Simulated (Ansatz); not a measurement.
## Geometry relaxation, with input and output: As (part 1 of 2)

The run: geometry relaxation of As (Cmce, 4 atoms in the cell). Method and program: DFT PBE+D3(BJ), scalar-relativistic, plane waves, PAW, no spin polarisation (Ansatz 0.2.0).

The structure was built on a prototype by a generator; it need not be a known phase. Figures and captions count atoms from 1; the log counts them from 0 in places.

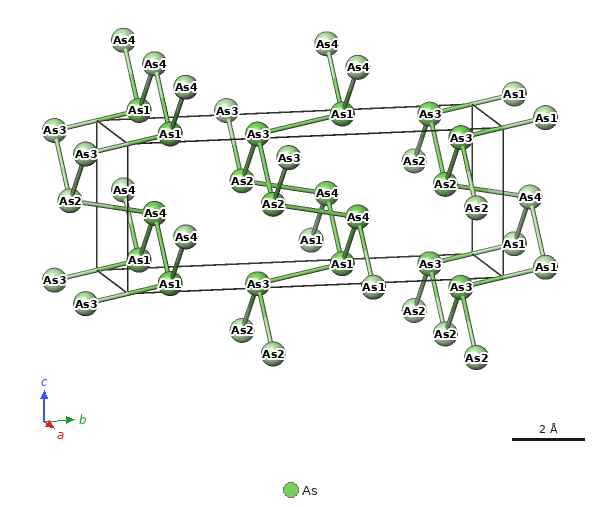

**Figure 1.** The input geometry (ball-and-stick view of the cell 2 times as large as that of the calculation, set on its symmetry axes, seen slightly off an axis; neighbours outside the cell are drawn fainter; atoms are numbered from 1 in the order of the input). Near neighbours in the crystal (not all of them lie inside the picture): As has 3 As at 2.49 to 2.51 Å.

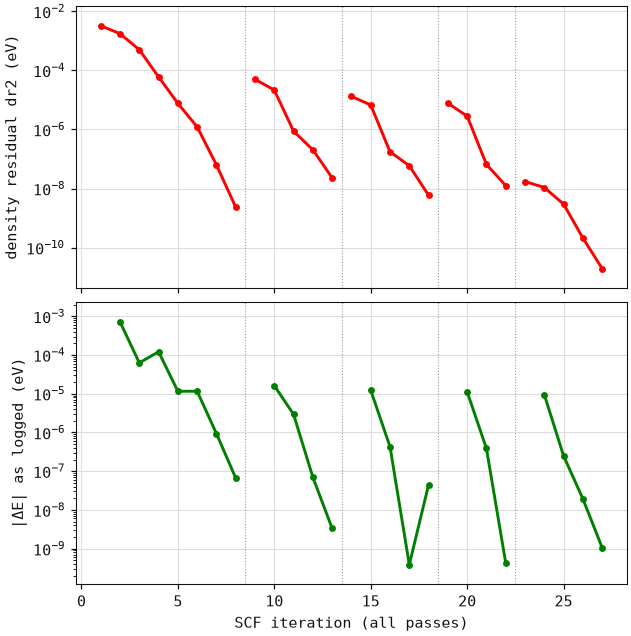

**Figure 2.** Convergence of the self-consistent field: density residual dr2 and size of the energy change against the SCF iteration. The dotted lines part the SCF passes of the relaxation: geometry steps, rejected trials and re-solves on a re-selected basis. The 5 passes take 4 to 8 iterations each, 27 in all.

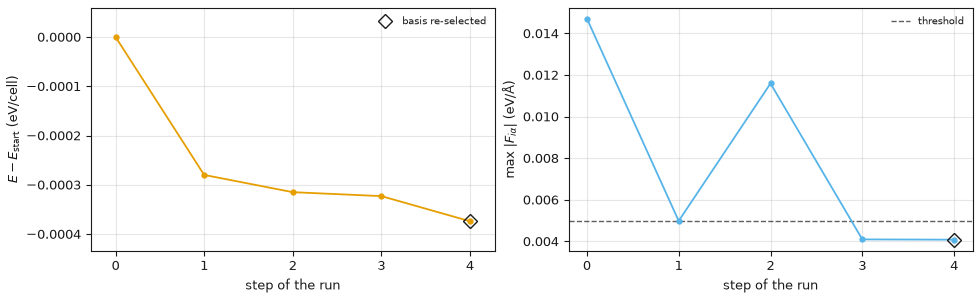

**Figure 3.** Progress of the relaxation, step by step (the first geometry is step 0 here and step 1 in the log).

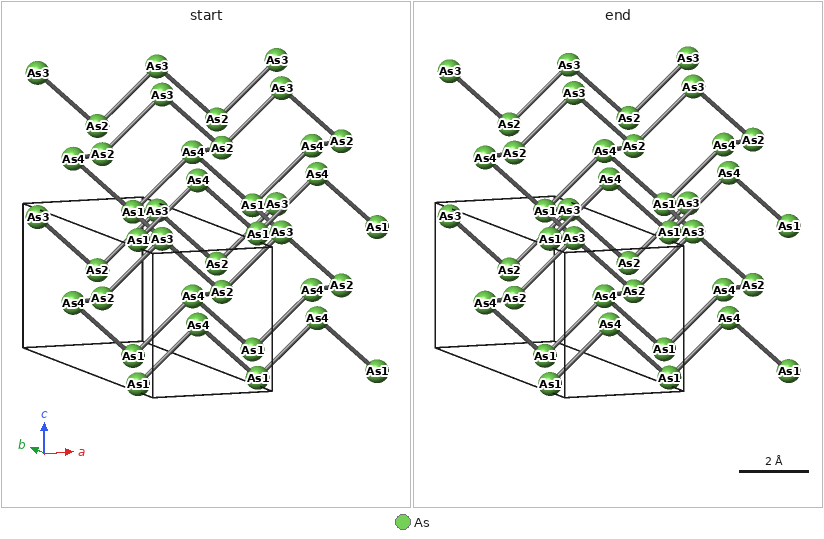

**Figure 4.** Before (left) and after (right) the relaxation, at one scale (ball-and-stick view of the cell 2 times as large as that of the calculation, set on its symmetry axes, repeated 2 × 1 × 2, seen slightly off an axis). The largest moves relative to the cell, 0.005 Å, are those of As1, As2, As3 and As4. Cell: a 3.743 → 3.735 Å (−0.2 %), b 10.838 → 10.831 Å (−0.1 %), c 4.274 → 4.301 Å (+0.7 %). Volume +0.4 %. The space group stays Cmce (No. 64). The energy falls by 0.3 meV per cell of the calculation in 3 geometry steps. The largest force component goes from 0.015 to 0.0041 eV/Å. Pressure: 0.01 GPa at the start and 0.01 GPa at the end. A last SCF at the same geometry on a re-selected plane-wave basis shifts the energy by −0.1 meV per cell of the calculation. (Atoms are counted from 1 in the order of the input.)

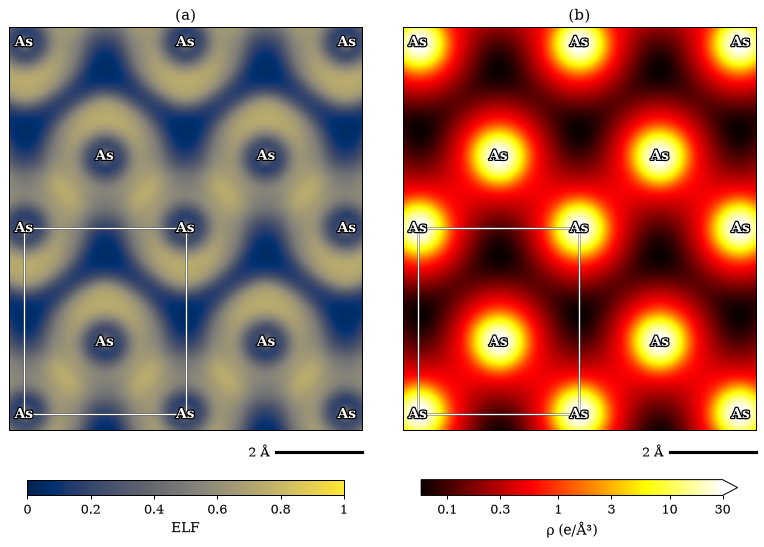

**Figure 5.** (a) ELF; (b) valence charge density (pseudo) on the (010) plane of the conventional cell. The section cuts through As sites. As–As (2.51 Å): ρ at the midpoint is about 0.51 e/Å³; the ELF peaks at about 0.75 between the atoms, which marks a shared electron pair. Away from the nuclei the density in this plane falls to 0.06 e/Å³ at its lowest. Core electrons are frozen (PAW), so the fields are smoothed inside the atomic spheres.

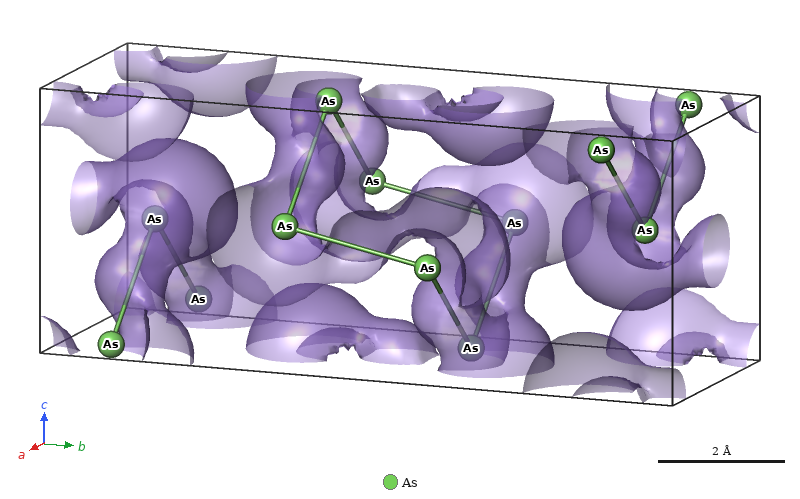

**Figure 6.** Isosurface of the ELF at 0.6 (purple), seen slightly off an axis. Only the valence region is drawn (cores and ρ < 0.01 e/Å³ removed). Sticks mark near contacts. The outline is the cell set on symmetry axes. Profiles from the grid: As–As (2.49 Å): the ELF peaks at about 0.75 between the atoms, which marks a shared electron pair.

The input and output of the run follow.

## The input
```yaml
crystal:
  lattice:
    - [1.8713186514, -5.4189748352, 0.0]
    - [1.8713186514, 5.4189748352, 0.0]
    - [0.0, 0.0, 4.2735193875]
  atoms:
    - { symbol: As, position: [0.8872641538, 0.1127358462, 0.0546996669] }
    - { symbol: As, position: [0.6127358462, 0.3872641538, 0.5546996669] }
    - { symbol: As, position: [0.1127358462, 0.8872641538, 0.9453003331] }
    - { symbol: As, position: [0.3872641538, 0.6127358462, 0.4453003331] }
basis:
  ecutwfc: 420
kpoints:
  mp_grid: { grid: [12, 12, 10] }
hamiltonian:
  xc: pbe
  dispersion: d3bj
scf:
  occupations: { method: gaussian, width: 0.1 }
output:
  forces: true
  stress: true
  eigenvalues: true
  write_density: true
  write_potential: true
  elf: true
  volumetric_format: npy
relax:
  adjacent_minimum: "off"
  f_tol: 0.005
  max_steps: 80
  cell: { stress_tol: 0.05 }
```

Command:
```bash
ansatz run input.yaml --threads 4 --pin off --max-ram 10240MiB --backend cpu --events-out ev --progress --plain --runs-dir out
```

## Log
```
Engine: ansatz 0.2.0, x86_64-unknown-linux-gnu
Pseudopotentials: kind: paw
Pseudopotential: As, paw, valence charge 15, recommended cutoff 420 eV (normal), As.paw.azcp
Functional definition: PBE
  parameter kappa = 0.804
  parameter beta = 0.06672455060314922
  exchange = pbe_x(kappa = kappa, mu = beta*pi^2/3)
  correlation = pbe_c(beta = beta)
Crystal: 4 atoms, lattice volume = 86.672 Å³
Basis set: ecut = 420 eV, 1683 PW (Γ), exchange–correlation on 80×80×60 points (8 copies of the dense FFT grid, shifted against one another)
Bands: 36, of which v1, the nominal top of the filled ones, is band 30 counted from 1 (29 counted from 0)
Symmetry: 8 space group operations
Space group: Cmce (ITA 64), of the structure as read, at distance tolerance 4.4e-5 Å
k-points: 258 of 1440
Non-local potential: As, projectors of the file, l = 0: 2, l = 1: 2, l = 2: 3, l = 3: 1
PAW form: soft (Blöchl's): semilocal exchange-correlation on the pseudo side does not see the compensation charge
PAW one-centre angular grid: As, 590 points (default); XC on 64 Gauss nodes
Initial density: superposition of atomic densities (neutral atoms: chi_scale 0, normalization atom), corrected by the library's trained network
Initial wavefunctions: pseudopotential atomic-orbital guess
Functional: x = pbe(κ = 0.804, μ = 0.2195149727645171), c = pbe(β = 0.06672455060314922)
SCF iter   1: F=—  HF=-19426.045784 eV  |F-HF|=—  |Δ(HF+E_count)|=         —  Δρ=1.51e-3  dr2=3.25e-3  ethr=1.77e-3  ⟨swp⟩=5.9  Hψ=35562  notcnv=0
preconditioner: auto → Kerker (q_TF=auto, 2.566 Å⁻¹)  [metal: Δε(μ)=0.002 eV  Ē_g=9.241 eV  σ=0.100 eV  W_gap=0.01  n_scr=26 (ndim 8)  ℏωp=17.8 eV  f_vac=0.000  D(μ)=0.25/eV (n_scr^D=0)]
SCF iter   2: F=—  HF=-19426.045066 eV  |F-HF|=—  |Δ(HF+E_count)|=   7.18e-4  Δρ=1.02e-3  dr2=1.75e-3  ethr=5.41e-6  ⟨swp⟩=2.0  Hψ=16529  notcnv=0
SCF iter   3: F=—  HF=-19426.045129 eV  |F-HF|=—  |Δ(HF+E_count)|=   6.29e-5  Δρ=4.09e-4  dr2=5.02e-4  ethr=2.92e-6  ⟨swp⟩=2.8  Hψ=16625  notcnv=0
SCF iter   4: F=—  HF=-19426.045008 eV  |F-HF|=—  |Δ(HF+E_count)|=   1.21e-4  Δρ=2.61e-4  dr2=6.00e-5  ethr=8.36e-7  ⟨swp⟩=2.0  Hψ=10645  notcnv=0
SCF iter   5: F=—  HF=-19426.044996 eV  |F-HF|=—  |Δ(HF+E_count)|=   1.16e-5  Δρ=7.40e-5  dr2=7.64e-6  ethr=1.00e-7  ⟨swp⟩=2.0  Hψ=16654  notcnv=0
SCF iter   6: F=—  HF=-19426.044984 eV  |F-HF|=—  |Δ(HF+E_count)|=   1.16e-5  Δρ=3.34e-5  dr2=1.22e-6  ethr=1.27e-8  ⟨swp⟩=2.0  Hψ=16653  notcnv=0
SCF iter   7: F=—  HF=-19426.044983 eV  |F-HF|=—  |Δ(HF+E_count)|=   9.35e-7  Δρ=8.57e-6  dr2=6.28e-8  ethr=1.67e-10  ⟨swp⟩=9.0  Hψ=63866  notcnv=0
SCF iter   8: F=-19426.044983 eV  HF=-19426.044983 eV  |F-HF|=1.51e-9  |Δ(HF+E_count)|=   6.64e-8  Δρ=1.50e-6  dr2=2.33e-9  ethr=1.05e-10  ⟨swp⟩=7.9  Hψ=61403  notcnv=0
SCF 1 converged in 8 iterations: F = -19426.044983 eV  dr2 = 2.33e-9
  greatest PAW one-centre occupation: 0.999 electrons in one spin orbital (limit 2), on the As atom at site 2 (counted from 0), in its partial waves of l = 2
relax step   1: F+E_penalty+E_count = -19426.04498330 eV  Δ(F+E_penalty+E_count) = +0.000e0 eV  max|allowed force component| = 1.471e-2 eV/Å  Δτ_max = 0.0000 Å  P = +0.008 GPa  Ω = 86.672 Å³  (8 SCF iters, dr2 threshold 1.00e-7 eV, accepted)
Crystal: 4 atoms, lattice volume = 86.918 Å³
Basis set: ecut = 420 eV, 1691 PW (Γ), exchange–correlation on 80×80×60 points (8 copies of the dense FFT grid, shifted against one another)
Initial density: handed on by an earlier stage of this run
Initial wavefunctions: those handed on with the density
iter 1 solved again at ethr=8.00e-8 eV; its pass at ethr=3.10e-3 eV (dr2=4.80e-5 eV) is discarded
SCF iter   1: F=—  HF=-19426.045282 eV  |F-HF|=—  |Δ(HF+E_count)|=         —  Δρ=2.83e-4  dr2=5.00e-5  ethr=8.00e-8  ⟨swp⟩=3.2  Hψ=44679  notcnv=0
preconditioner: auto → Kerker (q_TF=auto, 2.565 Å⁻¹)  [metal: Δε(μ)=0.016 eV  Ē_g=9.230 eV  σ=0.100 eV  W_gap=0.09  n_scr=26 (ndim 8)  ℏωp=17.8 eV  f_vac=0.000  D(μ)=0.24/eV (n_scr^D=0)]
SCF iter   2: F=—  HF=-19426.045266 eV  |F-HF|=—  |Δ(HF+E_count)|=   1.62e-5  Δρ=1.71e-4  dr2=2.15e-5  ethr=8.00e-8  ⟨swp⟩=1.0  Hψ=9288  notcnv=0
SCF iter   3: F=—  HF=-19426.045263 eV  |F-HF|=—  |Δ(HF+E_count)|=   2.93e-6  Δρ=2.81e-5  dr2=8.72e-7  ethr=3.58e-8  ⟨swp⟩=2.0  Hψ=10942  notcnv=0
SCF iter   4: F=—  HF=-19426.045263 eV  |F-HF|=—  |Δ(HF+E_count)|=   6.96e-8  Δρ=1.38e-5  dr2=2.04e-7  ethr=1.45e-9  ⟨swp⟩=2.0  Hψ=17031  notcnv=0
SCF iter   5: F=-19426.045263 eV  HF=-19426.045263 eV  |F-HF|=2.85e-9  |Δ(HF+E_count)|=   3.33e-9  Δρ=4.40e-6  dr2=2.30e-8  ethr=1.43e-10  ⟨swp⟩=8.0  Hψ=59330  notcnv=0
SCF 2 converged in 5 iterations: F = -19426.045263 eV  dr2 = 2.30e-8
relax step   2: F+E_penalty+E_count = -19426.04526285 eV  Δ(F+E_penalty+E_count) = -2.795e-4 eV  max|allowed force component| = 4.982e-3 eV/Å  Δτ_max = 0.0028 Å  P = -0.033 GPa  Ω = 86.918 Å³  energy of the carried Pulay correction = -3.603e-5 eV  (5 SCF iters, dr2 threshold 8.57e-8 eV, accepted)
Crystal: 4 atoms, lattice volume = 86.875 Å³
iter 1 solved again at ethr=2.13e-8 eV; its pass at ethr=3.10e-3 eV (dr2=1.28e-5 eV) is discarded
```
